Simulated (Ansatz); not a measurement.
**Single-point calculation of CuO (part 2 of 2)**

The same run, continued: CuO (P-6m2, 2 atoms in the cell); DFT LDA+U, scalar-relativistic, plane waves, PAW, Ueff = 6 eV on Cu atom 1 d, spin-polarised (Ansatz 0.2.0); cutoff 420 eV, 8×8×7 k-mesh, Gaussian smearing of 0.05 eV, collinear spins. The structure was built on a prototype by a generator; it need not be a known phase. It belongs to a series of runs on one base structure; here: natural orbitals of the symmetric run, filled by rank.

Geometry of the input (Å; fractional positions):
```
2.8363  0.0000  0.0000
-1.4182  2.4563  0.0000
0.0000  0.0000  2.7681
Cu 0.0000  0.0000  0.0000
O  0.6667  0.3333  0.5000
```

### What the program printed, continued
```
SCF iter   1: F=—  HF=-7107.037706 eV  |F-HF|=—  |Δ(HF+E_count)|=         —  Δρ=7.60e-2 (↑4.70e-2 ↓7.60e-2)  dr2=8.71e-1  dr2_m=2.30e-1  M=1.000 μB ∫|m|=1.023 μB  β_m=0.30  ethr=3.10e-3  ⟨swp⟩=4.9  Hψ=12031  notcnv=0
preconditioner: auto → none  [insulator: Δε(μ)=1.104 eV  Ē_g=16.367 eV  σ=0.050 eV  W_gap=1.00  n_scr=8 (ndim 8)  ℏωp=34.9 eV  f_vac=0.000  D(μ)=0.00/eV (n_scr^D=0)  ε∞_Penn≈5.5]
SCF iter   2: F=—  HF=-7107.005447 eV  |F-HF|=—  |Δ(HF+E_count)|=   3.23e-2  Δρ=5.41e-2 (↑2.03e-2 ↓5.41e-2)  dr2=1.92e-1  dr2_m=1.62e-1  M=1.000 μB ∫|m|=1.018 μB  β_m=0.30  ethr=3.10e-3  ⟨swp⟩=2.7  Hψ=5919  notcnv=0  defer=84
SCF iter   3: F=—  HF=-7107.023680 eV  |F-HF|=—  |Δ(HF+E_count)|=   1.82e-2  Δρ=3.43e-2 (↑2.22e-2 ↓3.43e-2)  dr2=1.55e-1  dr2_m=6.05e-2  M=1.000 μB ∫|m|=1.024 μB  β_m=0.30  ethr=7.68e-4  ⟨swp⟩=2.5  Hψ=5161  notcnv=0  defer=79
SCF iter   4: F=—  HF=-7107.033400 eV  |F-HF|=—  |Δ(HF+E_count)|=   9.72e-3  Δρ=1.64e-2 (↑1.49e-2 ↓1.64e-2)  dr2=2.98e-3  dr2_m=4.06e-2  M=1.000 μB ∫|m|=1.024 μB  β_m=0.30  ethr=6.22e-4  ⟨swp⟩=2.1  Hψ=4579  notcnv=0  defer=79
SCF iter   5: F=—  HF=-7107.048526 eV  |F-HF|=—  |Δ(HF+E_count)|=   1.51e-2  Δρ=1.20e-2 (↑1.20e-2 ↓1.04e-2)  dr2=1.26e-3  dr2_m=2.15e-2  M=1.000 μB ∫|m|=1.026 μB  β_m=0.30  ethr=1.19e-5  ⟨swp⟩=2.4  Hψ=5569  notcnv=0  defer=79
SCF iter   6: F=—  HF=-7107.055475 eV  |F-HF|=—  |Δ(HF+E_count)|=   6.95e-3  Δρ=8.40e-3 (↑8.12e-3 ↓8.40e-3)  dr2=7.95e-5  dr2_m=1.20e-2  M=1.000 μB ∫|m|=1.028 μB  β_m=0.30  ethr=5.04e-6  ⟨swp⟩=2.3  Hψ=4158  notcnv=0  defer=79
SCF iter   7: F=—  HF=-7107.058716 eV  |F-HF|=—  |Δ(HF+E_count)|=   3.24e-3  Δρ=6.02e-3 (↑6.02e-3 ↓5.76e-3)  dr2=3.25e-5  dr2_m=6.13e-3  M=1.000 μB ∫|m|=1.030 μB  β_m=1.00  ethr=3.18e-7  ⟨swp⟩=2.0  Hψ=4630  notcnv=0  defer=79
SCF iter   8: F=—  HF=-7107.060553 eV  |F-HF|=—  |Δ(HF+E_count)|=   1.84e-3  Δρ=9.46e-4 (↑7.77e-4 ↓9.46e-4)  dr2=9.00e-6  dr2_m=1.30e-4  M=1.000 μB ∫|m|=1.035 μB  β_m=0.30  ethr=1.30e-7  ⟨swp⟩=2.3  Hψ=4956  notcnv=0  defer=79
SCF iter   9: F=—  HF=-7107.061427 eV  |F-HF|=—  |Δ(HF+E_count)|=   8.74e-4  Δρ=6.84e-4 (↑6.84e-4 ↓5.94e-4)  dr2=3.37e-6  dr2_m=7.17e-5  M=1.000 μB ∫|m|=1.035 μB  β_m=0.30  ethr=3.60e-8  ⟨swp⟩=2.0  Hψ=4904  notcnv=0  defer=79
Mixer restart at iter 9: flushing history
spin-set hold released at iteration 9 (site moments contracting): the magnetisation degrees of freedom join the quasi-Newton model from the next iteration; the mixer history was flushed
SCF iter  10: F=—  HF=-7107.061876 eV  |F-HF|=—  |Δ(HF+E_count)|=   4.50e-4  Δρ=5.69e-4 (↑5.20e-4 ↓5.69e-4)  dr2=6.00e-7  dr2_m=5.22e-5  M=1.000 μB ∫|m|=1.035 μB  β_m=0.65  ethr=1.35e-8  ⟨swp⟩=2.0  Hψ=4878  notcnv=0  defer=79
SCF iter  11: F=—  HF=-7107.062421 eV  |F-HF|=—  |Δ(HF+E_count)|=   5.44e-4  Δρ=1.10e-3 (↑5.18e-4 ↓1.10e-3)  dr2=3.75e-4  dr2_m=1.95e-5  M=1.000 μB ∫|m|=1.036 μB  β_m=0.65  ethr=2.40e-9  ⟨swp⟩=3.1  Hψ=6251  notcnv=0  defer=79
Mixer restart at iter 11: flushing history
SCF iter  12: F=—  HF=-7107.073914 eV  |F-HF|=—  |Δ(HF+E_count)|=         —  Δρ=4.65e-4 (↑4.65e-4 ↓3.96e-4)  dr2=4.55e-6  dr2_m=2.96e-5  M=1.000 μB ∫|m|=1.036 μB  β_m=0.65  ethr=2.40e-9  ⟨swp⟩=2.1  Hψ=4488  notcnv=0  defer=79
SCF iter  13: F=—  HF=-7107.373225 eV  |F-HF|=—  |Δ(HF+E_count)|=   2.99e-1  Δρ=5.24e-2 (↑1.07e-4 ↓5.24e-2)  dr2=4.23e-1  dr2_m=1.21e-1  M=1.000 μB ∫|m|=1.026 μB  β_m=0.09  ethr=2.40e-9  ⟨swp⟩=3.3  Hψ=5859  notcnv=0  defer=79  recentre
SCF iter  14: F=—  HF=-7107.113819 eV  |F-HF|=—  |Δ(HF+E_count)|=   2.59e-1  Δρ=5.83e-3 (↑2.90e-4 ↓5.83e-3)  dr2=4.86e-3  dr2_m=1.63e-3  M=1.000 μB ∫|m|=1.035 μB  β_m=0.14  ethr=2.40e-9  ⟨swp⟩=2.6  Hψ=6428  notcnv=0  defer=71
SCF iter  15: F=—  HF=-7107.169734 eV  |F-HF|=—  |Δ(HF+E_count)|=   5.59e-2  Δρ=1.54e-2 (↑1.14e-3 ↓1.54e-2)  dr2=3.17e-2  dr2_m=1.17e-2  M=1.000 μB ∫|m|=1.033 μB  β_m=0.18  ethr=2.40e-9  ⟨swp⟩=3.0  Hψ=6555  notcnv=0  defer=71
SCF iter  16: F=—  HF=-7107.300994 eV  |F-HF|=—  |Δ(HF+E_count)|=   1.31e-1  Δρ=4.94e-2 (↑1.30e-3 ↓4.94e-2)  dr2=3.92e-1  dr2_m=1.03e-1  M=1.000 μB ∫|m|=1.027 μB  β_m=0.04  ethr=2.40e-9  ⟨swp⟩=4.8  Hψ=9266  notcnv=0  defer=71  recentre
SCF iter  17: F=—  HF=-7107.292300 eV  |F-HF|=—  |Δ(HF+E_count)|=   8.69e-3  Δρ=3.96e-2 (↑1.42e-3 ↓3.96e-2)  dr2=2.30e-1  dr2_m=7.06e-2  M=1.000 μB ∫|m|=1.029 μB  β_m=0.01  ethr=2.40e-9  ⟨swp⟩=4.1  Hψ=9433  notcnv=0  defer=71
SCF iter  18: F=—  HF=-7107.365369 eV  |F-HF|=—  |Δ(HF+E_count)|=   7.31e-2  Δρ=4.90e-2 (↑4.83e-3 ↓4.90e-2)  dr2=3.04e-1  dr2_m=1.22e-1  M=1.000 μB ∫|m|=1.027 μB  β_m=0.02  ethr=2.40e-9  ⟨swp⟩=4.3  Hψ=8836  notcnv=0  defer=72
SCF iter  19: F=—  HF=-7107.556652 eV  |F-HF|=—  |Δ(HF+E_count)|=   1.91e-1  Δρ=7.99e-2 (↑5.52e-3 ↓7.99e-2)  dr2=9.42e-1  dr2_m=2.74e-1  M=0.965 μB ∫|m|=0.990 μB  β_m=0.02  ethr=2.40e-9  ⟨swp⟩=4.7  Hψ=9601  notcnv=0  defer=72  recentre
SCF iter  20: F=—  HF=-7107.567919 eV  |F-HF|=—  |Δ(HF+E_count)|=   1.13e-2  Δρ=7.33e-2 (↑4.54e-3 ↓7.33e-2)  dr2=7.58e-1  dr2_m=2.40e-1  M=0.972 μB ∫|m|=0.997 μB  β_m=0.04  ethr=2.40e-9  ⟨swp⟩=4.6  Hψ=9854  notcnv=0  defer=71
SCF iter  21: F=—  HF=-7107.591323 eV  |F-HF|=—  |Δ(HF+E_count)|=   2.34e-2  Δρ=5.39e-2 (↑3.12e-3 ↓5.39e-2)  dr2=3.60e-1  dr2_m=1.34e-1  M=0.979 μB ∫|m|=1.011 μB  β_m=0.09  ethr=2.40e-9  ⟨swp⟩=4.9  Hψ=11096  notcnv=0  defer=71
SCF iter  22: F=—  HF=-7107.674363 eV  |F-HF|=—  |Δ(HF+E_count)|=   8.30e-2  Δρ=1.24e-2 (↑5.97e-3 ↓1.24e-2)  dr2=4.55e-2  dr2_m=4.37e-3  M=1.000 μB ∫|m|=1.043 μB  β_m=0.23  ethr=2.40e-9  ⟨swp⟩=5.5  Hψ=13201  notcnv=0  defer=72
SCF iter  23: F=—  HF=-7107.686703 eV  |F-HF|=—  |Δ(HF+E_count)|=   1.23e-2  Δρ=1.18e-2 (↑4.06e-3 ↓1.18e-2)  dr2=3.04e-2  dr2_m=5.58e-3  M=0.998 μB ∫|m|=1.044 μB  β_m=0.62  ethr=2.40e-9  ⟨swp⟩=4.3  Hψ=10006  notcnv=0  defer=70
SCF iter  24: F=—  HF=-7107.694277 eV  |F-HF|=—  |Δ(HF+E_count)|=   7.57e-3  Δρ=9.53e-3 (↑1.85e-3 ↓9.53e-3)  dr2=1.59e-2  dr2_m=3.43e-3  M=0.999 μB ∫|m|=1.049 μB  β_m=0.62  ethr=2.40e-9  ⟨swp⟩=4.8  Hψ=9887  notcnv=0  defer=70
SCF iter  25: F=—  HF=-7107.693198 eV  |F-HF|=—  |Δ(HF+E_count)|=   1.08e-3  Δρ=3.72e-3 (↑5.15e-4 ↓3.72e-3)  dr2=1.86e-3  dr2_m=6.17e-4  M=1.000 μB ∫|m|=1.052 μB  β_m=0.73  ethr=2.40e-9  ⟨swp⟩=3.4  Hψ=8815  notcnv=0  defer=68
SCF iter  26: F=—  HF=-7107.694677 eV  |F-HF|=—  |Δ(HF+E_count)|=   1.48e-3  Δρ=2.65e-3 (↑1.14e-4 ↓2.65e-3)  dr2=9.89e-4  dr2_m=3.29e-4  M=1.000 μB ∫|m|=1.055 μB  β_m=0.86  ethr=2.40e-9  ⟨swp⟩=4.1  Hψ=8750  notcnv=0  defer=68
SCF iter  27: F=—  HF=-7107.694868 eV  |F-HF|=—  |Δ(HF+E_count)|=   1.92e-4  Δρ=2.63e-3 (↑3.14e-4 ↓2.63e-3)  dr2=9.63e-4  dr2_m=3.33e-4  M=1.000 μB ∫|m|=1.056 μB  β_m=0.93  ethr=2.40e-9  ⟨swp⟩=3.0  Hψ=6337  notcnv=0  defer=68
SCF iter  28: F=—  HF=-7107.694998 eV  |F-HF|=—  |Δ(HF+E_count)|=   1.29e-4  Δρ=1.15e-3 (↑3.78e-4 ↓1.15e-3)  dr2=3.40e-4  dr2_m=3.33e-5  M=1.000 μB ∫|m|=1.055 μB  β_m=0.78  ethr=2.40e-9  ⟨swp⟩=3.0  Hψ=6708  notcnv=0  defer=68
SCF iter  29: F=—  HF=-7107.695046 eV  |F-HF|=—  |Δ(HF+E_count)|=   4.83e-5  Δρ=3.75e-4 (↑1.81e-4 ↓3.75e-4)  dr2=2.61e-5  dr2_m=5.08e-6  M=1.000 μB ∫|m|=1.055 μB  β_m=0.68  ethr=2.40e-9  ⟨swp⟩=3.0  Hψ=6774  notcnv=0  defer=69
SCF iter  30: F=—  HF=-7107.695051 eV  |F-HF|=—  |Δ(HF+E_count)|=   4.88e-6  Δρ=7.84e-5 (↑2.85e-5 ↓7.84e-5)  dr2=5.26e-7  dr2_m=4.83e-7  M=1.000 μB ∫|m|=1.055 μB  β_m=0.77  ethr=2.40e-9  ⟨swp⟩=2.9  Hψ=6269  notcnv=0  defer=69
iter 31 did not close the SCF: its close was put off for a magnetic moment that had not settled (scf_convergence_deferred on its scf_iter line)
SCF iter  31: F=-7107.695051 eV  HF=-7107.695051 eV  |F-HF|=2.15e-8  |Δ(HF+E_count)|=   6.29e-7  Δρ=1.14e-5 (↑9.76e-6 ↓1.14e-5)  dr2=2.38e-8  dr2_m=1.03e-8  M=1.000 μB ∫|m|=1.055 μB  β_m=0.78  ethr=4.00e-10  ⟨swp⟩=6.9  Hψ=17358  notcnv=0
SCF iter  32: F=-7107.695051 eV  HF=-7107.695051 eV  |F-HF|=1.95e-10  |Δ(HF+E_count)|=   1.57e-9  Δρ=2.58e-6 (↑1.56e-6 ↓2.58e-6)  dr2=5.41e-10  dr2_m=6.01e-10  M=1.000 μB ∫|m|=1.055 μB  ethr=9.51e-11  ⟨swp⟩=5.0  Hψ=14524  notcnv=0
WARN: hamiltonian.hubbard: on 1 of 2 specified blocks the occupation matrix of this SCF's result fails the test of the specified filling. At site 0 ↓ (sites count from 0 in the list of atoms of the cell that this SCF solves) the least filled combination of the orbitals specified full has occupation 0.841, and the fullest combination of the orbitals specified empty has occupation 0.841; the filling counts as kept where the first is at least 0.75 and exceeds the second by more than 0.25. The state of this SCF's result may not hold the specified filling, though these bounds can also misjudge a state that does. This warning does not say which state is lower in energy, or whether the specified filling is a self-consistent state at all; see hamiltonian.hubbard.sites[].starting_ns, Limitations, and scf.initial_density.shell_occupations in the input reference
SCF 1 converged in 32 iterations: F = -7107.695051 eV  dr2 = 5.41e-10
  greatest PAW one-centre occupation: 1.000 electrons in one spin orbital (limit 2), on the Cu atom at site 0 (counted from 0), in its partial waves of l = 1
SCF converged after 32 iterations
Magnetization: 0.9999 μB (12.9999 up, 12.0001 down)
Absolute magnetization: 1.0532 μB (∫|ρ↑−ρ↓|, with the PAW one-centre terms)
Spin contamination: 0.0035 ħ² per cell (⟨S²⟩ above its minimum at these occupations)
Per-site moments (μB) at R_I (Å): [(0.39647740923905905, 0.8844438785391029), (0.6054489251891239, 0.8844438785391029)]
Free energy (F): -7107.695051 eV
Harris-Foulkes:  -7107.695051 eV  (|F-HF|=1.95e-10)
Internal energy: -7107.694080 eV  (E = F + TS)
E sigma→0 (E₀):  -7107.694566 eV
Entropy (-TS):   -0.000971 eV (-0.486 meV/atom)
Fermi energy:    11.341172 eV
--- Per-component energies (eV) ---
  E_band       = -425.357538
  E_kinetic    = 470.315943
  E_local      = -4676.884945  (includes V_loc(G=0)·N_el)
  E_nonlocal   = 455.600044
  E_hartree    = 2030.231766
  E_xc         = -158.886608
  E_vxc        = -205.227803  (∫ρ·V_xc dr)
  E_hubbard    = 0.999503  (on-site DFT+U / exact-exchange correction)
  E_vhub       = -26.846912  (the Hubbard potential's part of the band-sum identity)
  E_paw        = -1747.780477  (= ΣΔE_a)
  E_vpaw       = -502.778930  (= ΣTr[D̂ρ^β])
  E_aug_tail   = 0.002357  (compensation charges beyond the density's cutoff)
  E_ewald      = -3481.838246
  E_core_change = 0.546582  (= ΣΔE_core)
  E_smearing   = -0.000971  (= −TS)
  E_closure    = -0.000000  (closes the sum)
  Σ components = -7107.695051   (vs F -7107.695051, Δ=0.00e0)
--- Specified on-site occupations, and those of the state reported ---
  electrons in the specified blocks: 8.7500 specified, 9.6153 found
  site 0 (l=d) ↓: largest change of an orbital's occupation 0.8214; electrons 3.9000 specified, 4.6309 found; spectral distance 0.8318
  site 0 (l=d) ↑: largest change of an orbital's occupation 0.0273; electrons 4.8500 specified, 4.9844 found; spectral distance 0.0601
--- Forces (eV/Å), atoms counted from 1 ---
  atom   1  Cu     0.00000000     0.00003739     0.00000000
  atom   2  O     -0.00000000    -0.00002713    -0.00000000
  max |Σ_I F_I| component: 1.03e-5 eV/Å
--- Stress (GPa, compression-positive) ---
       -7.078141       0.000000      -0.000000
        0.000000      -7.077789       0.000000
       -0.000000       0.000000     -16.074589
  P = ⅓ Tr σ = -10.0768 GPa (-100.768 kbar)
--- Band table (eV; the first three rows and the last of 168) ---
  k-point 0 ↑: bands = ["-98.4454", "-56.3799", "-56.2199", "-56.2199", "-7.5090", "6.5479", "6.5806", "6.5806", "7.9106", "7.9106", "8.7764", "10.6973", "10.6974", "13.0189", "27.2001", "28.5852", "28.5852"]
  k-point 1 ↑: bands = ["-98.4452", "-56.3845", "-56.2196", "-56.2195", "-7.3486", "6.1510", "6.6591", "6.6591", "7.7723", "7.7723", "8.3067", "10.7256", "10.7257", "14.0312", "25.7819", "29.0426", "29.0427"]
  k-point 2 ↑: bands = ["-98.4457", "-56.3945", "-56.2187", "-56.2187", "-6.9565", "4.8596", "6.8155", "6.8155", "7.5321", "7.5321", "8.2994", "10.7331", "10.7331", "15.8903", "23.1465", "30.3706", "30.3706"]
  k-point 83 ↓: bands = ["-97.9411", "-55.8314", "-55.7968", "-55.7876", "-4.9555", "5.6473", "6.1815", "7.7351", "7.8844", "8.8500", "9.8448", "10.0847", "12.3356", "18.2320", "21.5417", "24.5051", "26.9344"]
Occupation matrices written to [file]
--- Löwdin populations: 2 sites ---
  site symbol       q [e]    m [muB]
     0     Cu     18.1238     0.3212
     1      O      6.7678     0.6865
  spilling = 0.004335 (of n_electrons = 25.000000)
--- Occupation matrices: 1 shell (run DFT+U table (all-electron-ortho-atomic); ε = 4.75e-4) ---
  Cu0 d_3D: site group D3h (-6m2)
  Cu0 d_3D up     Tr n = 4.9844  λ = 0.996 0.996 0.997 0.997 0.997  [2× x2-y2 0.50 E'(1.00) | 3× z2 0.33 E''(0.67)]
  Cu0 d_3D dn     Tr n = 4.6309  λ = 0.841 0.841 0.976 0.976 0.996  [2× xz 0.50 E''(1.00) | 2× x2-y2 0.50 E'(1.00) | z2 1.00 A1'(1.00)]
  specified occupation → Cu0 d_3D up: matrix, ‖Δ‖_F = 0.0601, Tr Δ = -0.1344, displaced = 0.0672, d_λ = 0.0601; orbital distance = 0.0000
  specified occupation → Cu0 d_3D dn: matrix, ‖Δ‖_F = 0.8318, Tr Δ = -0.7309, displaced = 0.4941, d_λ = 0.8318; orbital distance = 0.7071
  Tr n, λ and their labels are of the run-group-symmetrised matrices; stabiliser: 12 of 24 elements of G0×{1,Θ} (closed), max defect 1.0e-5 at τ = 1.0e-4
```

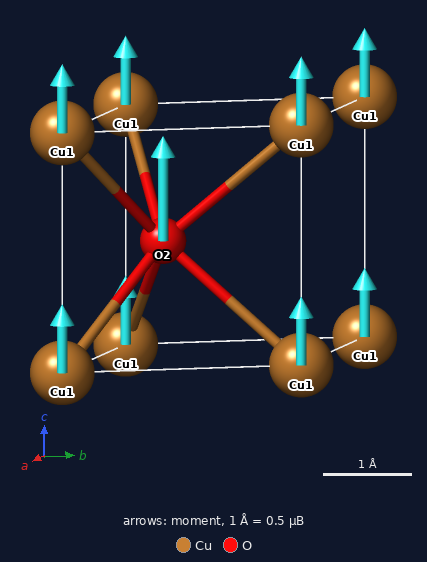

Magnetic moments of the sites as teal arrows (ball-and-stick view of the cell of the calculation, seen slightly off an axis; atoms are numbered from 1 in the order of the input); small moments hardly show. The run is collinear, so the axis drawn is arbitrary. Site moments: O2 (0.61 μB); Cu1 (0.40 μB). They are counted near the atoms and needn't add up to the moment of the cell.

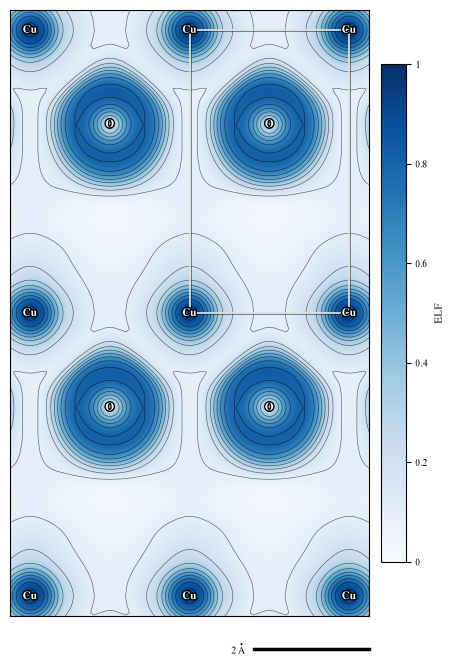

Electron localisation function on the (110) plane of the conventional cell. The section cuts through Cu and O sites. Cu–O (2.14 Å): the ELF is about 0.15 at the midpoint (a polar contact without a shared pair, in a metal). The strong features right at Cu lie inside the PAW spheres (semicore, d or f shells) and say nothing about bonding. Core electrons are frozen (PAW), so the fields are smoothed inside the atomic spheres.

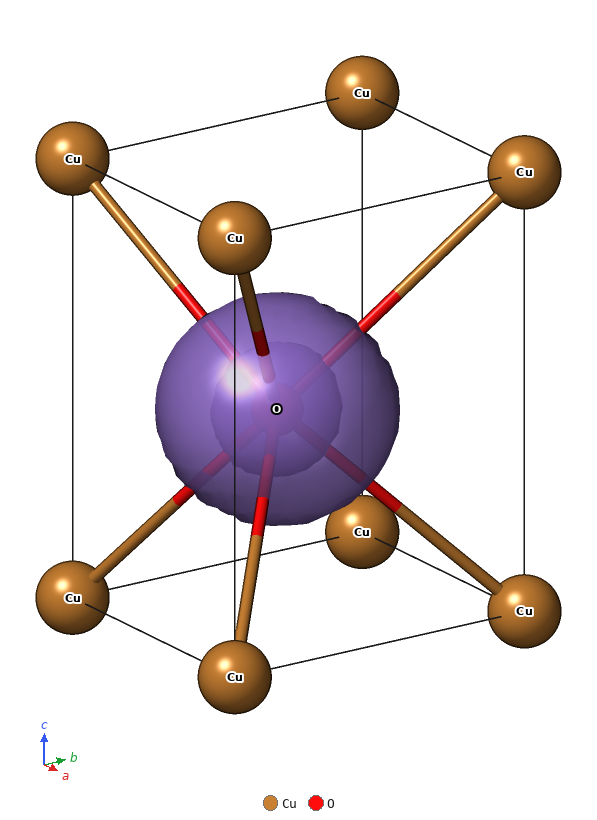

Isosurface of the ELF at 0.75 (purple), seen slightly off an axis. Core shells and regions of very low density are left out. Sticks mark near contacts. The outline is the cell set on symmetry axes. Along the contacts the grid gives the following. Cu–O (2.14 Å): the ELF is about 0.15 at the midpoint; no shared pair; the contact is polar.

### Results in brief

```json
{"quantity": "outcome", "value": "converged"}
{"quantity": "space group (tolerance 0.01 Å)", "value": "P-6m2 (187)"}
{"quantity": "electrons treated", "value": "25"}
{"quantity": "free energy", "value": "−7107.6951 eV"}
{"quantity": "Fermi energy", "value": "11.341 eV"}
{"quantity": "gap on the k-point mesh", "value": "none (metallic)"}
{"quantity": "net moment of the cell", "value": "1.00 μB"}
{"quantity": "integrated absolute moment", "value": "1.05 μB"}
{"quantity": "pressure", "value": "−10.08 GPa"}
{"quantity": "largest force (length of the vector)", "value": "under 0.001 eV/Å"}
{"quantity": "hardware", "value": "2 threads of Intel Xeon (Sapphire Rapids), 32 GiB of memory available, shared host"}
{"quantity": "wall time", "value": "8.4 s (CPU time 16 s)"}
{"quantity": "peak memory", "value": "0.41 GiB"}
```

### Notes

Warnings of the run: the typed occupations were not kept; the occupation matrices lower the symmetry.
